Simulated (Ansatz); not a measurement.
## A series of single points on P

System: P (Cmce, 4 atoms in the cell).
Method: Kohn-Sham DFT of a periodic cell, PBE with D4, Ansatz PAW, no spin polarisation (Ansatz 0.2.0).

The 6 runs differ only in the geometry, by an even scaling of the cell at fixed fractional positions. The structure derives from a Materials Project entry.

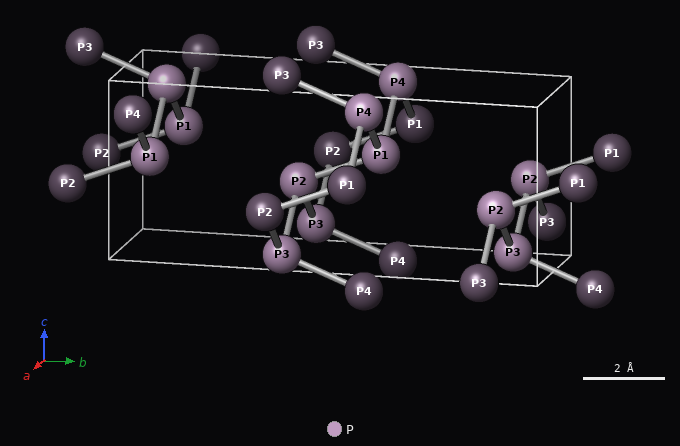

Figure 1. The structure of run 4 (ball-and-stick view of the cell 2 times as large as that of the calculation, set on its symmetry axes, seen at an oblique angle; neighbours outside the cell are drawn fainter; atoms are numbered from 1 in the order of the input).

### Input of run 4
```yaml
crystal:
  lattice:
    - [1.6586556482, -5.5012310827, 0.0]
    - [1.6586556482, 5.5012310827, 0.0]
    - [0.0, 0.0, 4.5737267689]
  atoms:
    - { symbol: P, position: [0.90414313, 0.09585687, 0.58881517] }
    - { symbol: P, position: [0.09585687, 0.90414313, 0.41118483] }
    - { symbol: P, position: [0.59585687, 0.40414313, 0.08881517] }
    - { symbol: P, position: [0.40414313, 0.59585687, 0.91118483] }
hamiltonian:
  xc: pbe
  pseudopotentials: { kind: paw }
  dispersion: d4
kpoints:
  mp_grid: { grid: [8, 8, 6] }
scf:
  occupations: { method: fermi_dirac, width: 0.05 }
output:
  forces: true
  stress: true
  eigenvalues: true
```

Command:
```bash
ansatz run input.yaml --threads 2 --pin off --max-ram 5120MiB --backend cpu --events-out ev --progress --plain --runs-dir out
```

Run 3 differs from it as follows:
```diff
-    - [1.6586556482, -5.5012310827, 0.0]
-    - [1.6586556482, 5.5012310827, 0.0]
-    - [0.0, 0.0, 4.5737267689]
+    - [1.6366841122, -5.4283585144, 0.0]
+    - [1.6366841122, 5.4283585144, 0.0]
+    - [0.0, 0.0, 4.5131404726]
```

### Results, with one run withheld

| run | volume per atom (Å³) | free energy per atom, from the lowest run given (meV) | pressure (GPa) | gap on the mesh (eV) |
| --- | --- | --- | --- | --- |
| 1 | 19.230 | 9.67 | 4.48 | 0.02 |
| 2 | 19.639 | 0.74 | 2.55 | 0.04 |
| 3 | 20.049 | ? | ? | ? |
| 4 | 20.867 | 0.00 | −2.11 | 0.13 |
| 5 | 21.276 | 7.01 | −3.36 | 0.17 |
| 6 | 21.685 | 17.03 | −4.48 | 0.21 |

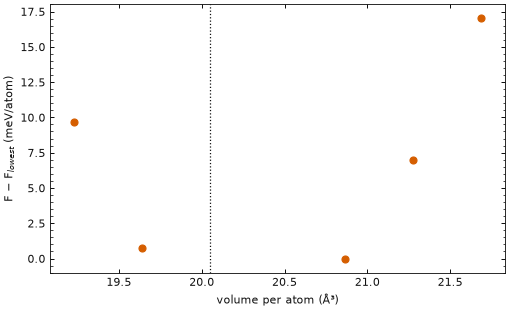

Figure 2. Free energy per atom of the runs given; the dotted line marks run 3.

Estimate the energy of run 3 from the others.

A cubic polynomial in V^(−2/3) (the Birch–Murnaghan form), fitted to the 5 runs given, misses them by under 0.01 meV per atom. With x = V^(−2/3) − 0.13349 Å⁻², it reads F = −3.4159 − 1269.8 x + 5.9812e+05 x² + 8.0208e+05 x³ (meV per atom). At run 3 it gives −3.55 meV per atom, and the run itself gives −3.54. The slope of the fit gives a pressure −dF/dV of 0.83 GPa there, and the run prints 0.83 GPa. The fit has its minimum at 20.262 Å³ per atom, where V d²F/dV² gives 76.4 GPa. Cell shape and fractional positions are held, so this is the stiffness under even scaling; the relaxed bulk modulus wasn't computed. The gap on the mesh goes, without turning, from 0.02 eV in run 1 to 0.21 eV in run 6; run 3 has 0.06 eV. These are gaps of this functional on this mesh, which can miss the band edges; they aren't the measured gap.

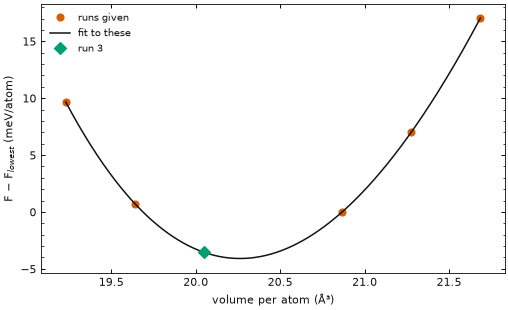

Figure 3. The fit and the withheld run.

### Output, shortened to warnings, some set-up lines, iterations and results (run 3)
```
Basis set: ecut = 420 eV, 1589 PW (Γ), exchange–correlation on 80×80×64 points (8 copies of the dense FFT grid, shifted against one another)
Symmetry: 8 space group operations
k-points: 84 of 384
Initial density: superposition of atomic densities (neutral atoms: chi_scale 0, normalization atom), corrected by the library's trained network
[...]
SCF iter   1: F=—  HF=-3024.121341 eV  |F-HF|=—  |Δ(HF+E_count)|=         —  Δρ=2.03e-3  dr2=2.41e-3  ethr=1.77e-3  ⟨swp⟩=7.5  Hψ=8733  notcnv=0
SCF iter   2: F=—  HF=-3024.120757 eV  |F-HF|=—  |Δ(HF+E_count)|=   5.85e-4  Δρ=1.10e-3  dr2=6.03e-4  ethr=1.20e-5  ⟨swp⟩=3.1  Hψ=3051  notcnv=0
SCF iter   3: F=—  HF=-3024.120863 eV  |F-HF|=—  |Δ(HF+E_count)|=   1.06e-4  Δρ=2.60e-4  dr2=4.77e-5  ethr=3.02e-6  ⟨swp⟩=2.7  Hψ=1987  notcnv=0
SCF iter   4: F=—  HF=-3024.120879 eV  |F-HF|=—  |Δ(HF+E_count)|=   1.61e-5  Δρ=7.18e-5  dr2=7.07e-6  ethr=2.38e-7  ⟨swp⟩=2.7  Hψ=2028  notcnv=0
SCF iter   5: F=—  HF=-3024.120879 eV  |F-HF|=—  |Δ(HF+E_count)|=   1.19e-7  Δρ=1.24e-5  dr2=2.31e-7  ethr=3.54e-8  ⟨swp⟩=2.2  Hψ=1844  notcnv=0
SCF iter   6: F=-3024.120879 eV  HF=-3024.120879 eV  |F-HF|=3.00e-9  |Δ(HF+E_count)|=   4.46e-8  Δρ=2.76e-6  dr2=1.49e-8  ethr=5.00e-10  ⟨swp⟩=8.0  Hψ=6787  notcnv=0
SCF 1 converged in 6 iterations: F = -3024.120879 eV  dr2 = 1.49e-8
SCF converged after 6 iterations
Free energy (F): -3024.120879 eV
Harris-Foulkes:  -3024.120879 eV  (|F-HF|=3.00e-9)
Internal energy: -3024.120373 eV  (E = F + TS)
E sigma→0 (E₀):  -3024.120626 eV
Entropy (-TS):   -0.000506 eV (-0.126 meV/atom)
Fermi energy:    7.151533 eV
--- Per-component energies (eV) ---
  E_band       = 3.465040
  E_kinetic    = 282.236598
  E_local      = -337.981153  (includes V_loc(G=0)·N_el)
  E_nonlocal   = 135.974211
  E_hartree    = 98.154002
  E_xc         = -245.862311
  E_vxc        = -242.879062  (∫ρ·V_xc dr)
  E_paw        = -2277.430490  (= ΣΔE_a)
  E_vpaw       = -30.195166  (= ΣTr[D̂ρ^β])
  E_aug_tail   = 0.000013  (compensation charges beyond the density's cutoff)
  E_ewald      = -677.736601
  E_disp       = -1.474642  (pairwise vdW)
  E_smearing   = -0.000506  (= −TS)
  E_closure    = -0.000000  (closes the sum)
  Σ components = -3024.120879   (vs F -3024.120879, Δ=0.00e0)
--- Forces (eV/Å), atoms counted from 1 ---
  atom   1  P      0.00000000     0.32054965    -0.41906857
  atom   2  P     -0.00000000    -0.32054965     0.41906857
  atom   3  P      0.00000000    -0.32054965    -0.41906857
  atom   4  P     -0.00000000     0.32054965     0.41906857
  max |Σ_I F_I| component: 5.55e-17 eV/Å
--- Stress (GPa, compression-positive) ---
        1.157738       0.000000       0.000000
        0.000000       0.519099      -0.000000
        0.000000      -0.000000       0.809953
  P = ⅓ Tr σ = 0.8289 GPa (8.289 kbar)
```
